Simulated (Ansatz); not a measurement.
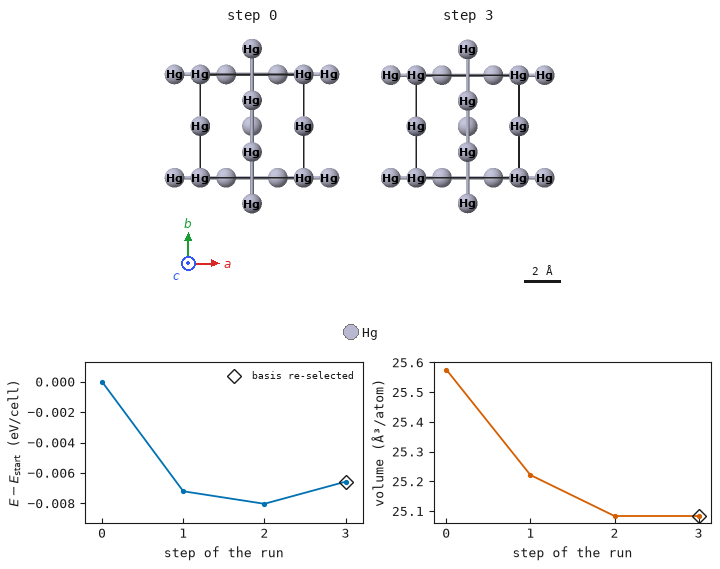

First and last geometry of a relaxation of a crystal of Hg (built on the database structure type), with the history of the run. A ball-and-stick model of the cell of the calculation, seen along the c axis.

Method: Ansatz, DFT, r2SCAN+rVV10, plane waves, PAW. (plane-wave cutoff 500 eV; k-point mesh 4 × 4 × 4; occupations fermi dirac; smearing width 0.02 eV; no spin polarisation; cell and atoms relaxed; force threshold 0.005 eV/Å)

Read the history and describe the run.

Answer. It converged. The energy falls by 6.6 meV per cell of the calculation in 2 accepted moves (3 points after the start). All forces vanish by symmetry, so only the cell relaxes. The pressure goes from −0.51 to 0.02 GPa. At 1 point the geometry stayed and the basis and grid were re-selected for the new cell (energy shift of 1.5 meV per cell of the calculation at most each time). No atom moves by more than 0.005 Å relative to the cell. Cell: a = b = c 5.893 → 5.855 Å (−0.6 %). Volume −1.9 %. Near-neighbour distances that change, for instance: Hg–Hg 2.946 → 2.927 Å. The space group stays Pm-3n (No. 223).

```tsv
step	E − E(0), meV/atom	pressure, GPa	volume, Å³/atom	note
0	0.00	-0.51	25.576	
1	-0.90	-0.14	25.222	
2	-1.00	0.03	25.084	
3	-0.82	0.02	25.084	same geometry, new basis
```
